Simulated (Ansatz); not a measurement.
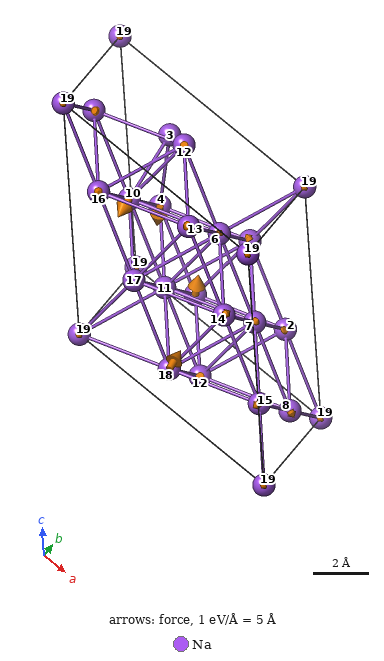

Starting geometry of a defect cell of composition Na (started half-way along a vacancy jump, in the symmetry of that start) with the computed forces as orange arrows. The picture is a ball-and-stick view of the cell of the calculation, seen slightly off an axis.

The calculation used DFT PBEsol, scalar-relativistic, plane waves, PAW in Ansatz.

The input:
```yaml
crystal:
  lattice:
    - [-3.7266933756, 7.4533867512, -5.2236781878]
    - [3.7266933756, -7.4533867512, -5.2236781878]
    - [-7.4533867512, -3.7266933756, 5.2236781878]
  atoms:
    - { symbol: Na, position: [0.7, 0.9, 0.6] }
    - { symbol: Na, position: [0.85, 0.95, 0.3] }
    - { symbol: Na, position: [0.325, 0.775, 0.85] }
    - { symbol: Na, position: [0.25, 0.75, 0.5] }
    - { symbol: Na, position: [0.4, 0.8, 0.2] }
    - { symbol: Na, position: [0.65, 0.55, 0.7] }
    - { symbol: Na, position: [0.8, 0.6, 0.4] }
    - { symbol: Na, position: [0.95, 0.65, 0.1] }
    - { symbol: Na, position: [0.05, 0.35, 0.9] }
    - { symbol: Na, position: [0.2, 0.4, 0.6] }
    - { symbol: Na, position: [0.35, 0.45, 0.3] }
    - { symbol: Na, position: [0.5, 0.5, 0.0] }
    - { symbol: Na, position: [0.6, 0.2, 0.8] }
    - { symbol: Na, position: [0.75, 0.25, 0.5] }
    - { symbol: Na, position: [0.9, 0.3, 0.2] }
    - { symbol: Na, position: [0.15, 0.05, 0.7] }
    - { symbol: Na, position: [0.3, 0.1, 0.4] }
    - { symbol: Na, position: [0.45, 0.15, 0.1] }
    - { symbol: Na, position: [0.0, 0.0, 0.0] }
basis:
  ecutwfc: 420
kpoints:
  mp_grid: { grid: [4, 4, 4] }
hamiltonian:
  xc: pbesol
scf:
  occupations: { method: gaussian, width: 0.1 }
output:
  forces: true
  stress: true
  eigenvalues: true
relax:
  adjacent_minimum: "off"
  f_tol: 0.02
  max_steps: 60
  escape_saddle: false
```

Run as
```bash
ansatz run input.yaml --threads 4 --pin off --max-ram 9216MiB --backend cpu --events-out ev --progress --plain --runs-dir out
```

### Is this structure relaxed? If not, where do the atoms go?

It isn't relaxed: the largest force vector, on Na atoms, is 0.19 eV/Å. The final displacements follow the starting forces only in part (cosine between the two patterns 0.75). Over 4 accepted moves (5 points after the start) the energy falls by 0.127 eV per cell of the calculation. The largest force component goes from 0.16 to 0.0038 eV/Å. 1 step only repeated the SCF at the same geometry. The largest moves, 0.30 Å, are those of Na14 and Na15. Na15 goes roughly along [−2 −3 −2]. The cell doesn't change. Some distances before and after: Na3–Na10 3.223 → 3.492 Å, Na9–Na13 3.710 → 3.953 Å, Na2–Na14 3.727 → 3.960 Å, Na1–Na2 3.710 → 3.924 Å. Among the angles between lasting bonds that change: Na4–Na3–Na10 70.3° → 66.9°, Na4–Na3–Na18 109.7° → 113.1°.
